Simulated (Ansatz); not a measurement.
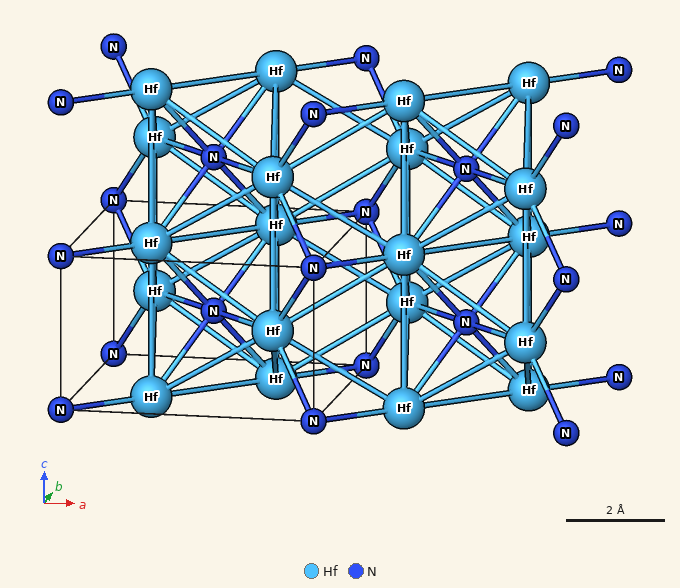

*The structure as given in the input (ball-and-stick view of the cell of the calculation, repeated 2 × 1 × 2, seen slightly off an axis). An atom can appear more than once, as a periodic image.*

Near neighbours in the periodic cell (some may lie outside the picture): Hf has 11 Hf at 3.07 to 3.24 Å and 3 N at 2.22 to 2.23 Å; N has 6 Hf at 2.22 to 2.23 Å.

**Geometry relaxation of Hf$_{2}$N (part 1 of 2)**

The run: geometry relaxation of Hf$_{2}$N (6 atoms in the cell). Method and program: DFT r2SCAN, scalar-relativistic, plane waves, PAW, no spin polarisation (Ansatz 0.2.0).

The structure derives from a Materials Project entry.

## The program's output
```
Engine: ansatz 0.2.0, x86_64-unknown-linux-gnu
Pseudopotentials: kind: paw
Pseudopotential: Hf, paw, valence charge 26, recommended cutoff 500 eV (meta_gga), Hf.paw.azcp
Pseudopotential: N, paw, valence charge 5, recommended cutoff 500 eV (meta_gga), N.paw.azcp
Functional definition: r2SCAN
  parameter k0 = 0.174
  parameter k1 = 0.065
  parameter a1 = 4.9479
  exchange = r2scan_x(k0 = k0, k1 = k1, a1 = a1)
  correlation = r2scan_c
Crystal: 6 atoms, lattice volume = 91.522 Å³
Basis set: ecut = 500 eV, 2343 PW (Γ), exchange–correlation on 160×160×96 points (64 copies of the dense FFT grid, shifted against one another)
Bands: 69, of which v1, the nominal top of the filled ones, is band 57 counted from 1 (56 counted from 0)
Symmetry: 16 space group operations
Space group: P42/mnm (ITA 136), of the structure as read, at distance tolerance 4.5e-5 Å
k-points: 105 of 768
Non-local potential: Hf, projectors of the file, l = 0: 3, l = 1: 2, l = 2: 2, l = 3: 3
Non-local potential: N, projectors of the file, l = 0: 2, l = 1: 2, l = 2: 1
PAW form: soft (Blöchl's): semilocal exchange-correlation on the pseudo side does not see the compensation charge
PAW frozen core: Hf, regenerated for the run's functional (the file was generated under x = pbe(κ = 0.804, μ = 0.2195149727645171), c = pbe(β = 0.06672455060314922))
PAW frozen core: N, regenerated for the run's functional (the file was generated under x = pbe(κ = 0.804, μ = 0.2195149727645171), c = pbe(β = 0.06672455060314922))
PAW one-centre angular grid: Hf, 974 points (default); XC on 160 Gauss nodes
PAW one-centre angular grid: N, 302 points (default); XC on 160 Gauss nodes
Initial density: superposition of atomic densities (neutral atoms: chi_scale 0, normalization atom), corrected by the library's trained network
Initial wavefunctions: pseudopotential atomic-orbital guess
Functional: x = r2scan, c = r2scan; τ floored in thin density (d = 2e-4 eV/Å³)
SCF iter   1: F=—  HF=-63709.838140 eV  |F-HF|=—  |Δ(HF+E_count)|=         —  Δρ=1.36e-2  dr2=1.44e-1  dr2_τ=3.41e-1  ethr=1.77e-3  ⟨swp⟩=4.5  Hψ=21110  notcnv=0  defer=137
preconditioner: auto → Kerker (q_TF=auto, 2.830 Å⁻¹)  [metal: Δε(μ)=0.019 eV  Ē_g=18.804 eV  σ=0.100 eV  W_gap=0.10  n_scr=38 (ndim 8)  ℏωp=40.0 eV  f_vac=0.000  D(μ)=2.44/eV (n_scr^D=10)]
SCF iter   2: F=—  HF=-63709.964549 eV  |F-HF|=—  |Δ(HF+E_count)|=   1.26e-1  Δρ=7.67e-3  dr2=5.46e-2  dr2_τ=4.01e-3  ethr=1.26e-4  ⟨swp⟩=2.0  Hψ=15107  notcnv=0  defer=538
SCF iter   3: F=—  HF=-63709.962192 eV  |F-HF|=—  |Δ(HF+E_count)|=   2.36e-3  Δρ=5.14e-3  dr2=1.76e-2  dr2_τ=1.32e-3  ethr=4.79e-5  ⟨swp⟩=2.0  Hψ=10721  notcnv=0  defer=538
SCF iter   4: F=—  HF=-63709.965803 eV  |F-HF|=—  |Δ(HF+E_count)|=   3.61e-3  Δρ=2.59e-3  dr2=5.82e-3  dr2_τ=2.45e-4  ethr=1.54e-5  ⟨swp⟩=1.2  Hψ=6738  notcnv=0  defer=538
SCF iter   5: F=—  HF=-63709.966553 eV  |F-HF|=—  |Δ(HF+E_count)|=   7.50e-4  Δρ=5.91e-4  dr2=2.85e-4  dr2_τ=9.22e-6  ethr=5.10e-6  ⟨swp⟩=2.0  Hψ=11007  notcnv=0  defer=538
SCF iter   6: F=—  HF=-63709.966649 eV  |F-HF|=—  |Δ(HF+E_count)|=   9.68e-5  Δρ=1.51e-4  dr2=2.24e-5  dr2_τ=5.40e-7  ethr=2.50e-7  ⟨swp⟩=2.0  Hψ=11014  notcnv=0  defer=538
SCF iter   7: F=—  HF=-63709.966664 eV  |F-HF|=—  |Δ(HF+E_count)|=   1.42e-5  Δρ=2.01e-5  dr2=8.37e-7  dr2_τ=2.90e-8  ethr=1.97e-8  ⟨swp⟩=2.0  Hψ=11087  notcnv=0  defer=538
SCF iter   8: F=-63709.966663 eV  HF=-63709.966663 eV  |F-HF|=3.36e-8  |Δ(HF+E_count)|=   2.85e-7  Δρ=1.09e-5  dr2=9.54e-8  dr2_τ=1.48e-8  ethr=8.77e-11  ⟨swp⟩=8.2  Hψ=35531  notcnv=0
SCF 1 converged in 8 iterations: F = -63709.966663 eV  dr2 = 9.54e-8
  greatest PAW one-centre occupation: 0.998 electrons in one spin orbital (limit 2), on the Hf atom at site 3 (counted from 0), in its partial waves of l = 3
relax step   1: F+E_penalty+E_count = -63709.96666341 eV  Δ(F+E_penalty+E_count) = +0.000e0 eV  max|allowed force component| = 1.197e-2 eV/Å  Δτ_max = 0.0000 Å  P = +1.444 GPa  Ω = 91.522 Å³  (8 SCF iters, dr2 threshold 1.00e-7 eV, accepted)
Crystal: 6 atoms, lattice volume = 92.772 Å³
Initial density: handed on by an earlier stage of this run
Initial wavefunctions: those handed on with the density
iter 1 solved again at ethr=4.59e-7 eV; its pass at ethr=3.10e-3 eV (dr2=5.24e-4 eV) is discarded
SCF iter   1: F=—  HF=-63709.948825 eV  |F-HF|=—  |Δ(HF+E_count)|=         —  Δρ=8.55e-4  dr2=3.98e-4  dr2_τ=1.45e-2  ethr=4.59e-7  ⟨swp⟩=2.5  Hψ=30100  notcnv=0
preconditioner: auto → Kerker (q_TF=auto, 2.824 Å⁻¹)  [metal: Δε(μ)=0.007 eV  Ē_g=18.572 eV  σ=0.100 eV  W_gap=0.04  n_scr=38 (ndim 8)  ℏωp=39.7 eV  f_vac=0.000  D(μ)=2.41/eV (n_scr^D=10)]
SCF iter   2: F=—  HF=-63709.966581 eV  |F-HF|=—  |Δ(HF+E_count)|=   1.78e-2  Δρ=7.03e-4  dr2=4.84e-4  dr2_τ=2.37e-5  ethr=3.49e-7  ⟨swp⟩=2.4  Hψ=13340  notcnv=0
SCF iter   3: F=—  HF=-63709.966527 eV  |F-HF|=—  |Δ(HF+E_count)|=   5.41e-5  Δρ=2.30e-4  dr2=3.62e-5  dr2_τ=1.49e-5  ethr=3.49e-7  ⟨swp⟩=2.0  Hψ=11494  notcnv=0
SCF iter   4: F=—  HF=-63709.966544 eV  |F-HF|=—  |Δ(HF+E_count)|=   1.74e-5  Δρ=1.30e-4  dr2=1.74e-5  dr2_τ=1.10e-6  ethr=3.17e-8  ⟨swp⟩=2.0  Hψ=11547  notcnv=0
SCF iter   5: F=—  HF=-63709.966547 eV  |F-HF|=—  |Δ(HF+E_count)|=   2.57e-6  Δρ=3.69e-5  dr2=9.95e-7  dr2_τ=2.90e-8  ethr=1.52e-8  ⟨swp⟩=2.0  Hψ=11557  notcnv=0
SCF iter   6: F=—  HF=-63709.966544 eV  |F-HF|=—  |Δ(HF+E_count)|=   2.71e-6  Δρ=3.86e-5  dr2=1.72e-6  dr2_τ=1.16e-7  ethr=5.26e-10  ⟨swp⟩=6.8  Hψ=34589  notcnv=0
SCF iter   7: F=-63709.966544 eV  HF=-63709.966544 eV  |F-HF|=7.37e-8  |Δ(HF+E_count)|=   4.18e-8  Δρ=1.05e-5  dr2=1.21e-7  dr2_τ=4.78e-9  ethr=5.26e-10  ⟨swp⟩=3.0  Hψ=27263  notcnv=0
SCF 2 converged in 7 iterations: F = -63709.966544 eV  dr2 = 1.21e-7
relax step   2: F+E_penalty+E_count = -63709.96654384 eV  Δ(F+E_penalty+E_count) = +1.196e-4 eV  max|allowed force component| = 1.224e-2 eV/Å  Δτ_max = 0.0013 Å  P = -1.327 GPa  Ω = 92.772 Å³  energy of the carried Pulay correction = -2.650e-4 eV  (7 SCF iters, dr2 threshold 6.00e-7 eV, accepted)
Crystal: 6 atoms, lattice volume = 92.193 Å³
iter 1 solved again at ethr=1.68e-7 eV; its pass at ethr=3.10e-3 eV (dr2=1.91e-4 eV) is discarded
SCF iter   1: F=—  HF=-63709.963792 eV  |F-HF|=—  |Δ(HF+E_count)|=         —  Δρ=6.23e-4  dr2=1.71e-4  dr2_τ=5.66e-3  ethr=1.68e-7  ⟨swp⟩=2.8  Hψ=30840  notcnv=0
preconditioner: auto → Kerker (q_TF=auto, 2.827 Å⁻¹)  [metal: Δε(μ)=0.015 eV  Ē_g=18.570 eV  σ=0.100 eV  W_gap=0.08  n_scr=38 (ndim 8)  ℏωp=39.8 eV  f_vac=0.000  D(μ)=2.43/eV (n_scr^D=10)]
SCF iter   2: F=—  HF=-63709.969096 eV  |F-HF|=—  |Δ(HF+E_count)|=   5.30e-3  Δρ=3.87e-4  dr2=1.04e-4  dr2_τ=8.18e-6  ethr=1.50e-7  ⟨swp⟩=2.2  Hψ=13297  notcnv=0
SCF iter   3: F=—  HF=-63709.969089 eV  |F-HF|=—  |Δ(HF+E_count)|=   7.40e-6  Δρ=1.37e-4  dr2=1.05e-5  dr2_τ=4.66e-6  ethr=9.16e-8  ⟨swp⟩=2.0  Hψ=11522  notcnv=0
SCF iter   4: F=—  HF=-63709.969091 eV  |F-HF|=—  |Δ(HF+E_count)|=   1.94e-6  Δρ=4.96e-5  dr2=2.02e-6  dr2_τ=9.19e-8  ethr=9.17e-9  ⟨swp⟩=2.0  Hψ=11542  notcnv=0
SCF iter   5: F=—  HF=-63709.969091 eV  |F-HF|=—  |Δ(HF+E_count)|=   2.59e-7  Δρ=1.88e-5  dr2=3.55e-7  dr2_τ=1.95e-8  ethr=5.26e-10  ⟨swp⟩=7.1  Hψ=33205  notcnv=0
SCF iter   6: F=-63709.969091 eV  HF=-63709.969091 eV  |F-HF|=2.52e-8  |Δ(HF+E_count)|=   4.09e-7  Δρ=1.24e-5  dr2=1.36e-7  dr2_τ=1.64e-8  ethr=3.11e-10  ⟨swp⟩=4.1  Hψ=24893  notcnv=0
SCF 3 converged in 6 iterations: F = -63709.969091 eV  dr2 = 1.36e-7
relax step   3: F+E_penalty+E_count = -63709.96909077 eV  Δ(F+E_penalty+E_count) = -2.547e-3 eV  max|allowed force component| = 1.394e-2 eV/Å  Δτ_max = 0.0026 Å  P = -0.071 GPa  Ω = 92.193 Å³  energy of the carried Pulay correction = -1.428e-4 eV  (6 SCF iters, dr2 threshold 6.00e-7 eV, accepted)
Crystal: 6 atoms, lattice volume = 92.130 Å³
iter 1 solved again at ethr=5.74e-8 eV; its pass at ethr=3.10e-3 eV (dr2=6.54e-5 eV) is discarded
SCF iter   1: F=—  HF=-63709.968623 eV  |F-HF|=—  |Δ(HF+E_count)|=         —  Δρ=3.67e-4  dr2=6.83e-5  dr2_τ=1.27e-3  ethr=5.74e-8  ⟨swp⟩=3.0  Hψ=29441  notcnv=0
preconditioner: auto → Kerker (q_TF=auto, 2.827 Å⁻¹)  [metal: Δε(μ)=0.010 eV  Ē_g=18.576 eV  σ=0.100 eV  W_gap=0.05  n_scr=38 (ndim 8)  ℏωp=39.8 eV  f_vac=0.000  D(μ)=2.41/eV (n_scr^D=10)]
SCF iter   2: F=—  HF=-63709.969356 eV  |F-HF|=—  |Δ(HF+E_count)|=   7.33e-4  Δρ=1.70e-4  dr2=1.24e-5  dr2_τ=2.02e-6  ethr=5.74e-8  ⟨swp⟩=2.1  Hψ=13270  notcnv=0
SCF iter   3: F=—  HF=-63709.969356 eV  |F-HF|=—  |Δ(HF+E_count)|=   3.99e-7  Δρ=5.78e-5  dr2=2.40e-6  dr2_τ=2.63e-7  ethr=1.09e-8  ⟨swp⟩=2.0  Hψ=11531  notcnv=0
SCF iter   4: F=—  HF=-63709.969356 eV  |F-HF|=—  |Δ(HF+E_count)|=   1.54e-7  Δρ=2.23e-5  dr2=5.22e-7  dr2_τ=2.75e-8  ethr=2.10e-9  ⟨swp⟩=2.0  Hψ=11468  notcnv=0
SCF iter   5: F=-63709.969356 eV  HF=-63709.969356 eV  |F-HF|=1.32e-8  |Δ(HF+E_count)|=   4.97e-9  Δρ=1.14e-5  dr2=1.15e-7  dr2_τ=7.78e-9  ethr=2.81e-10  ⟨swp⟩=5.8  Hψ=29286  notcnv=0
SCF 4 converged in 5 iterations: F = -63709.969356 eV  dr2 = 1.15e-7
relax step   4: F+E_penalty+E_count = -63709.96935576 eV  Δ(F+E_penalty+E_count) = -2.650e-4 eV  max|allowed force component| = 8.666e-3 eV/Å  Δτ_max = 0.0016 Å  P = +0.069 GPa  Ω = 92.130 Å³  energy of the carried Pulay correction = -1.292e-4 eV  (5 SCF iters, dr2 threshold 3.21e-7 eV, accepted)
Crystal: 6 atoms, lattice volume = 92.159 Å³
iter 1 solved again at ethr=5.03e-9 eV; its pass at ethr=3.10e-3 eV (dr2=5.73e-6 eV) is discarded
SCF iter   1: F=—  HF=-63709.969301 eV  |F-HF|=—  |Δ(HF+E_count)|=         —  Δρ=1.26e-4  dr2=5.72e-6  dr2_τ=1.78e-4  ethr=5.03e-9  ⟨swp⟩=2.8  Hψ=28395  notcnv=0
preconditioner: auto → Kerker (q_TF=auto, 2.827 Å⁻¹)  [metal: Δε(μ)=0.010 eV  Ē_g=18.576 eV  σ=0.100 eV  W_gap=0.06  n_scr=38 (ndim 8)  ℏωp=39.8 eV  f_vac=0.000  D(μ)=2.41/eV (n_scr^D=10)]
SCF iter   2: F=—  HF=-63709.969398 eV  |F-HF|=—  |Δ(HF+E_count)|=   9.68e-5  Δρ=6.28e-5  dr2=1.40e-6  dr2_τ=1.75e-7  ethr=5.02e-9  ⟨swp⟩=2.1  Hψ=13270  notcnv=0
SCF iter   3: F=—  HF=-63709.969398 eV  |F-HF|=—  |Δ(HF+E_count)|=   1.51e-8  Δρ=1.86e-5  dr2=2.12e-7  dr2_τ=4.21e-8  ethr=1.23e-9  ⟨swp⟩=2.0  Hψ=11547  notcnv=0
SCF iter   4: F=—  HF=-63709.969398 eV  |F-HF|=—  |Δ(HF+E_count)|=   2.10e-8  Δρ=6.39e-6  dr2=4.76e-8  dr2_τ=2.39e-9  ethr=4.15e-11  ⟨swp⟩=5.4  Hψ=28573  notcnv=0
SCF iter   5: F=-63709.969398 eV  HF=-63709.969398 eV  |F-HF|=5.85e-9  |Δ(HF+E_count)|=   3.61e-9  Δρ=2.87e-6  dr2=8.75e-9  dr2_τ=8.63e-10  ethr=4.15e-11  ⟨swp⟩=4.0  Hψ=25493  notcnv=0
SCF 5 converged in 5 iterations: F = -63709.969398 eV  dr2 = 8.75e-9
  greatest PAW one-centre occupation: 0.998 electrons in one spin orbital (limit 2), on the Hf atom at site 1 (counted from 0), in its partial waves of l = 3
relax step   5: F+E_penalty+E_count = -63709.96939787 eV  Δ(F+E_penalty+E_count) = -4.211e-5 eV  max|allowed force component| = 8.525e-5 eV/Å  Δτ_max = 0.0007 Å  P = +0.000 GPa  Ω = 92.159 Å³  energy of the carried Pulay correction = -1.355e-4 eV  (5 SCF iters, dr2 threshold 4.73e-8 eV, accepted)
Initial wavefunctions: pseudopotential atomic-orbital guess (no wavefunctions were taken with the density)
iter 1 solved again at ethr=3.21e-8 eV; its pass at ethr=3.10e-3 eV (dr2=3.65e-5 eV) is discarded
SCF iter   1: F=—  HF=-63709.969530 eV  |F-HF|=—  |Δ(HF+E_count)|=         —  Δρ=1.33e-5  dr2=1.92e-8  dr2_τ=5.10e-8  ethr=3.21e-8  ⟨swp⟩=3.1  Hψ=42293  notcnv=0
SCF iter   2: F=—  HF=-63709.969529 eV  |F-HF|=—  |Δ(HF+E_count)|=   1.35e-6  Δρ=7.14e-6  dr2=7.86e-9  dr2_τ=1.01e-8  ethr=1.69e-11  ⟨swp⟩=2.5  Hψ=13726  notcnv=0
SCF iter   3: F=—  HF=-63709.969529 eV  |F-HF|=—  |Δ(HF+E_count)|=   8.16e-8  Δρ=1.38e-6  dr2=2.00e-9  dr2_τ=4.07e-10  ethr=6.90e-12  ⟨swp⟩=2.0  Hψ=13238  notcnv=0
SCF iter   4: F=—  HF=-63709.969529 eV  |F-HF|=—  |Δ(HF+E_count)|=   1.14e-9  Δρ=7.91e-7  dr2=4.94e-10  dr2_τ=1.13e-10  ethr=1.75e-12  ⟨swp⟩=2.0  Hψ=11553  notcnv=0
SCF iter   5: F=—  HF=-63709.969529 eV  |F-HF|=—  |Δ(HF+E_count)|=  7.42e-10  Δρ=3.35e-7  dr2=1.02e-10  dr2_τ=1.35e-11  ethr=1.00e-12  ⟨swp⟩=2.9  Hψ=11837  notcnv=0
SCF iter   6: F=-63709.969529 eV  HF=-63709.969529 eV  |F-HF|=5.82e-11  |Δ(HF+E_count)|=  2.91e-11  Δρ=1.14e-7  dr2=9.95e-12  dr2_τ=2.74e-12  ethr=1.00e-12  ⟨swp⟩=4.0  Hψ=25637  notcnv=0
SCF 6 converged in 6 iterations: F = -63709.969529 eV  dr2 = 9.95e-12
relax step   6: F+E_penalty+E_count = -63709.96952886 eV  Δ(F+E_penalty+E_count) = -1.310e-4 eV  max|allowed force component| = 9.247e-5 eV/Å  Δτ_max = 0.0000 Å  P = -0.000 GPa  Ω = 92.159 Å³  stress off target by 1.67e-3 GPa  SCF on the basis re-selected at this cell (its energy is not comparable with the rows above)  (6 SCF iters)
```

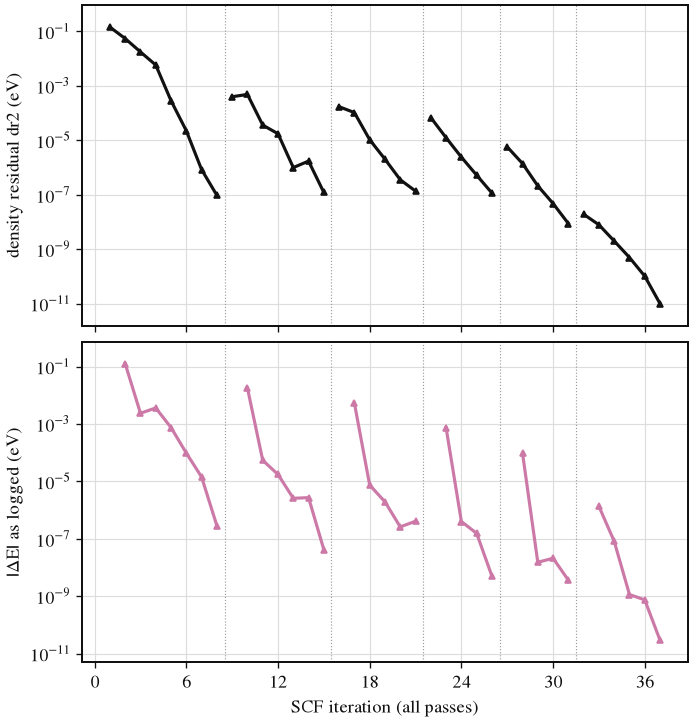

*Convergence of the self-consistent field: density residual dr2 and size of the energy change against the SCF iteration. The dotted lines part the SCF passes of the relaxation: geometry steps, rejected trials and re-solves on a re-selected basis.*

The 6 passes take 5 to 8 iterations each, 37 in all.
